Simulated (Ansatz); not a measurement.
## C41O: single-point calculation (part 2 of 2)

The same run, continued: C41O (slab, 42 atoms in the cell); DFT PBE+D3(BJ), scalar-relativistic, plane waves, PAW, PAW set soft_1, no spin polarisation (Ansatz 0.2.0); cutoff 420 eV, 4×4×1 k-mesh, Gaussian smearing of 0.05 eV. The structure derives from an entry of the Crystallography Open Database.

Output, continued:
```
  k-point 1: bands = ["-26.0841", "-21.2315", "-20.9628", "-20.4824", "-20.2964", "-19.3873", "-19.1414", "-19.0350", "-18.9605", "-18.6203", "-18.4607", "-17.2569", "-17.1890", "-16.9878", "-16.9747", "-16.5779", "-16.4273", "-16.0900", "-15.9551", "-15.3393", "-15.3383", "-14.3009", "-14.2191", "-13.6473", "-13.5869", "-13.4797", "-13.4743", "-12.7779", "-12.7168", "-12.1149", "-12.0826", "-11.2546", "-11.2147", "-11.1798", "-11.0187", "-10.9864", "-10.4269", "-10.3986", "-10.3661", "-10.3457", "-9.9144", "-9.3302", "-9.2985", "-9.2337", "-9.2315", "-9.1353", "-9.1282", "-8.8246", "-8.7190", "-8.7163", "-8.3636", "-8.3054", "-8.1298", "-8.0205", "-7.7351", "-7.7117", "-7.5708", "-7.5689", "-7.5581", "-7.3545", "-7.3113", "-7.0507", "-6.7346", "-6.3755", "-6.3570", "-6.1285", "-5.8669", "-5.3160", "-5.2715", "-4.8579", "-4.8128", "-4.7423", "-4.7164", "-4.6205", "-4.5756", "-4.4301", "-4.1453", "-3.9984", "-3.9296", "-3.8660", "-3.6594", "-3.6206", "-3.4981", "-3.0478", "-2.9019", "-2.4828", "-2.3925", "-1.6140", "-1.6057", "-1.4988", "-1.4640", "-0.8799", "-0.8413", "-0.6801", "-0.5741", "-0.2263", "0.0864", "0.2994", "0.7340", "0.7585", "0.8278", "0.8312", "1.2235", "1.3198", "1.6429", "2.5775", "2.6658", "2.9062", "3.1372", "3.2335", "3.3955", "3.4737", "3.7032", "3.7602", "4.3644", "4.5671", "4.6479", "4.7084", "4.8854", "4.9338", "5.1210", "5.1324", "5.2138", "5.4553", "5.5799", "5.6669", "5.7184"]
  k-point 2: bands = ["-26.0841", "-20.9482", "-20.9473", "-20.7121", "-20.7111", "-19.1276", "-19.1265", "-18.9151", "-18.9139", "-17.9979", "-17.9976", "-17.9908", "-17.9904", "-16.6203", "-16.6189", "-16.5310", "-16.5297", "-16.1008", "-16.1006", "-16.0010", "-16.0009", "-13.3528", "-13.3520", "-13.3443", "-13.3430", "-12.9201", "-12.9193", "-12.8943", "-12.8934", "-12.5035", "-12.5034", "-12.4410", "-12.4409", "-11.2108", "-10.3131", "-10.3124", "-10.2751", "-10.2743", "-10.0005", "-9.9993", "-9.9849", "-9.9830", "-9.5017", "-9.5007", "-9.3594", "-9.3592", "-9.3542", "-9.3534", "-8.7192", "-8.7171", "-7.9260", "-7.9250", "-7.8631", "-7.8623", "-7.8374", "-7.8364", "-7.6399", "-7.6386", "-7.3691", "-7.3689", "-7.3681", "-7.3678", "-6.2045", "-6.2027", "-6.1270", "-5.4808", "-5.4805", "-5.4767", "-5.4765", "-5.1029", "-5.1003", "-4.8485", "-4.8323", "-4.6054", "-4.6011", "-4.2059", "-4.2043", "-4.0306", "-4.0305", "-3.8827", "-3.8820", "-3.5897", "-3.5894", "-3.5826", "-3.5825", "-1.9836", "-1.9832", "-1.9587", "-1.9561", "-1.1052", "-1.0959", "-1.0796", "-1.0766", "-0.0633", "-0.0600", "0.2680", "0.2686", "0.7301", "0.7589", "0.8928", "0.8946", "0.9147", "0.9157", "1.2741", "1.2748", "1.5518", "1.5540", "2.9892", "3.0675", "3.6793", "3.7038", "3.7895", "3.9295", "4.1255", "4.1573", "4.1713", "4.1825", "4.2122", "4.2303", "4.8109", "4.8874", "4.9266", "5.1300", "5.6382", "5.7193", "5.8654", "5.9156"]
  k-point 9: bands = ["-26.0841", "-20.9003", "-20.8987", "-20.7648", "-20.7631", "-19.0818", "-19.0798", "-18.9658", "-18.9636", "-18.0971", "-18.0967", "-17.8864", "-17.8860", "-16.6105", "-16.6083", "-16.5517", "-16.5489", "-16.0711", "-16.0711", "-16.0202", "-16.0196", "-13.3639", "-13.3621", "-13.3359", "-13.3338", "-12.9454", "-12.9440", "-12.8655", "-12.8639", "-12.4951", "-12.4950", "-12.4475", "-12.4473", "-11.2108", "-10.3111", "-10.3096", "-10.2829", "-10.2824", "-9.9937", "-9.9924", "-9.9920", "-9.9884", "-9.3696", "-9.3684", "-9.3419", "-9.3413", "-9.2039", "-9.2022", "-8.7197", "-8.7171", "-8.3089", "-8.3074", "-7.8502", "-7.8492", "-7.8489", "-7.8468", "-7.3745", "-7.3744", "-7.3675", "-7.3667", "-7.3507", "-7.3491", "-6.5760", "-6.5737", "-6.1561", "-6.1552", "-6.1264", "-4.8766", "-4.8747", "-4.8611", "-4.8461", "-4.6766", "-4.6719", "-4.6553", "-4.6544", "-4.5742", "-4.5692", "-4.1435", "-4.1434", "-3.7679", "-3.7672", "-3.6717", "-3.6714", "-3.3209", "-3.3207", "-2.0862", "-2.0832", "-1.8655", "-1.8648", "-1.2038", "-1.1905", "-0.9962", "-0.9944", "-0.0762", "-0.0740", "0.3656", "0.3658", "0.6519", "0.6576", "0.7286", "0.7470", "0.9505", "0.9511", "1.5586", "1.5594", "1.6565", "1.6569", "3.1991", "3.3720", "3.7415", "3.7433", "4.0404", "4.1469", "4.1849", "4.3540", "4.3679", "4.4572", "4.6190", "4.6304", "4.7309", "4.7404", "5.0685", "5.1442", "5.2205", "5.2324", "5.3824", "5.3827"]
```

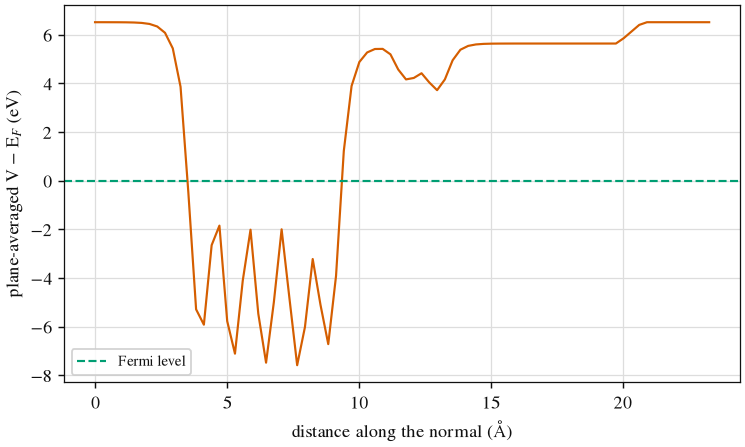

Fig. 1: Plane average of the electrostatic potential energy of an electron across the cell, from the Fermi level. The vacuum level lies 5.64 eV above the Fermi level on the upper side and 6.52 eV on the lower.

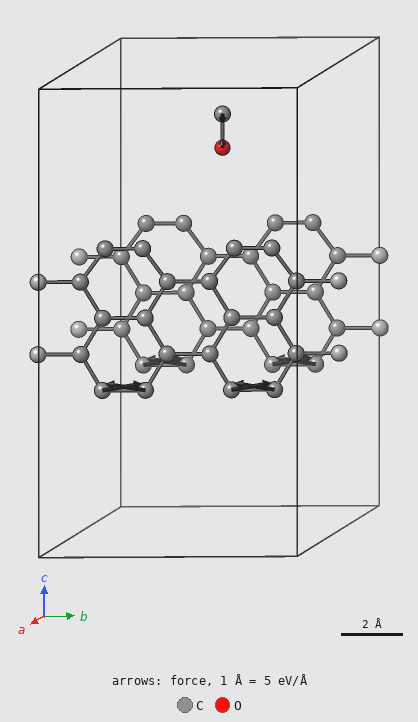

Fig. 2: Forces on the atoms as black arrows (ball-and-stick view of the cell of the calculation, with the vacuum cut short, seen slightly off an axis; neighbours outside the cell are drawn fainter); the smallest are left out. The largest act on C1, C2, C3, C4, C5, C6 and 2 more (6.72 eV/Å). Atoms are counted from 1 in the order of the input and aren't labelled in the picture. The geometry is not a stationary point of this energy.

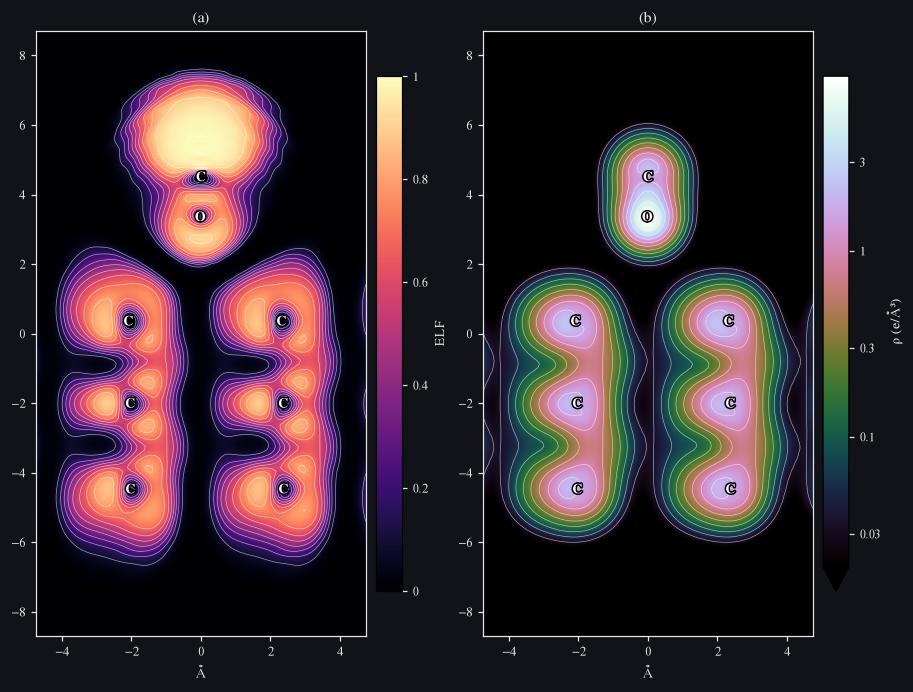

Fig. 3: (a) electron localisation function; (b) valence pseudo-density on the (11̄0) plane of the calculation cell, a cut from vacuum to vacuum. The section cuts through C and O sites. C–O (1.15 Å): ρ at the midpoint is about 3.9 e/Å³; the ELF peaks at about 0.85 between the atoms (inside overlapping PAW spheres, so only a guide); a double or triple bond. The density dies away to nearly zero in the vacuum. The fields are those of the smooth PAW valence density.

The run was set up as follows.

The input:
```yaml
crystal:
  lattice:
    - [7.294648438, 0.0, 0.0]
    - [-3.3317658956, 7.8620301879, 0.0]
    - [0.0, 0.0, 23.5809581752]
  atoms:
    - { symbol: C, position: [0.250089967, 0.1666966556, 0.1696283913] }
    - { symbol: C, position: [0.250089967, 0.6666966556, 0.1696283913] }
    - { symbol: C, position: [0.750089967, 0.1666966556, 0.1696283913] }
    - { symbol: C, position: [0.750089967, 0.6666966556, 0.1696283913] }
    - { symbol: C, position: [0.2499100331, 0.3333033444, 0.1696283913] }
    - { symbol: C, position: [0.2499100331, 0.8333033444, 0.1696283913] }
    - { symbol: C, position: [0.749910033, 0.3333033444, 0.1696283913] }
    - { symbol: C, position: [0.7499100331, 0.8333033444, 0.1696283913] }
    - { symbol: C, position: [0.250089967, 0.4166966557, 0.2218942371] }
    - { symbol: C, position: [0.250089967, 0.9166966557, 0.2218942371] }
    - { symbol: C, position: [0.750089967, 0.4166966557, 0.2218942371] }
    - { symbol: C, position: [0.750089967, 0.9166966557, 0.2218942371] }
    - { symbol: C, position: [0.2499100331, 0.0833033444, 0.2218942371] }
    - { symbol: C, position: [0.2499100331, 0.5833033444, 0.2218942371] }
    - { symbol: C, position: [0.7499100331, 0.0833033444, 0.2218942371] }
    - { symbol: C, position: [0.7499100331, 0.5833033444, 0.2218942371] }
    - { symbol: C, position: [0.2500106167, 0.167658483, 0.2741412246] }
    - { symbol: C, position: [0.2500106167, 0.667658483, 0.2741412246] }
    - { symbol: C, position: [0.7500106167, 0.167658483, 0.2741412246] }
    - { symbol: C, position: [0.7500106167, 0.667658483, 0.2741412246] }
    - { symbol: C, position: [0.2499893833, 0.332341517, 0.2741412246] }
    - { symbol: C, position: [0.2499893833, 0.832341517, 0.2741412246] }
    - { symbol: C, position: [0.7499893833, 0.332341517, 0.2741412246] }
    - { symbol: C, position: [0.7499893833, 0.832341517, 0.2741412246] }
    - { symbol: C, position: [0.2500643134, 0.4183240205, 0.326619241] }
    - { symbol: C, position: [0.2500643134, 0.9183240205, 0.326619241] }
    - { symbol: C, position: [0.7500643134, 0.4183240205, 0.326619241] }
    - { symbol: C, position: [0.7500643134, 0.9183240205, 0.326619241] }
    - { symbol: C, position: [0.2499356866, 0.0816759795, 0.326619241] }
    - { symbol: C, position: [0.2499356866, 0.5816759795, 0.326619241] }
    - { symbol: C, position: [0.7499356866, 0.0816759795, 0.326619241] }
    - { symbol: C, position: [0.7499356866, 0.5816759795, 0.326619241] }
    - { symbol: C, position: [0.2498811853, 0.1772167639, 0.3744953072] }
    - { symbol: C, position: [0.2498811853, 0.6772167639, 0.3744953072] }
    - { symbol: C, position: [0.7498811853, 0.1772167639, 0.3744953072] }
    - { symbol: C, position: [0.7498811853, 0.6772167639, 0.3744953072] }
    - { symbol: C, position: [0.2501188147, 0.3227832361, 0.3744953072] }
    - { symbol: C, position: [0.2501188147, 0.8227832361, 0.3744953072] }
    - { symbol: C, position: [0.7501188147, 0.3227832361, 0.3744953072] }
    - { symbol: C, position: [0.7501188147, 0.8227832361, 0.3744953072] }
    - { symbol: O, position: [0.4998811853, 0.5522167639, 0.5017166006] }
    - { symbol: C, position: [0.4998811853, 0.5522167639, 0.5504847631] }
basis:
  ecutwfc: 420
kpoints:
  mp_grid: { grid: [4, 4, 1] }
hamiltonian:
  xc: pbe
  pseudopotentials: { kind: paw, azcp: { folder: soft_1 } }
  dispersion: d3bj
scf:
  occupations: { method: gaussian, width: 0.05 }
output:
  forces: true
  eigenvalues: true
  write_density: true
  write_potential: true
  elf: true
  volumetric_format: npy
efield:
  axis: 3
  dipole_correction: true
  ramp_width: 0.04
```

Command:
```bash
ansatz run input.yaml --threads 4 --pin off --max-ram 12288MiB --backend cpu --events-out ev --progress --plain --runs-dir out
```

Summary:

- outcome: converged
- electrons treated: 170
- free energy: −10820.0822 eV
- work function, top face: 5.64 eV
- work function, bottom face: 6.52 eV
- Fermi energy: −2.559 eV
- gap on the k-point mesh: 0.01 eV
- work function (upper face): 5.64 eV
- largest force (length of the vector): 6.718 eV/Å
- hardware: 4 threads of Arm Neoverse V2, 24 GiB of memory available, shared host
- wall time: 60 s (CPU time 3.9 min)
- peak memory: 3.7 GiB

Remarks:

Warnings of the run: the exchange-correlation potential is rough where the density is thin.
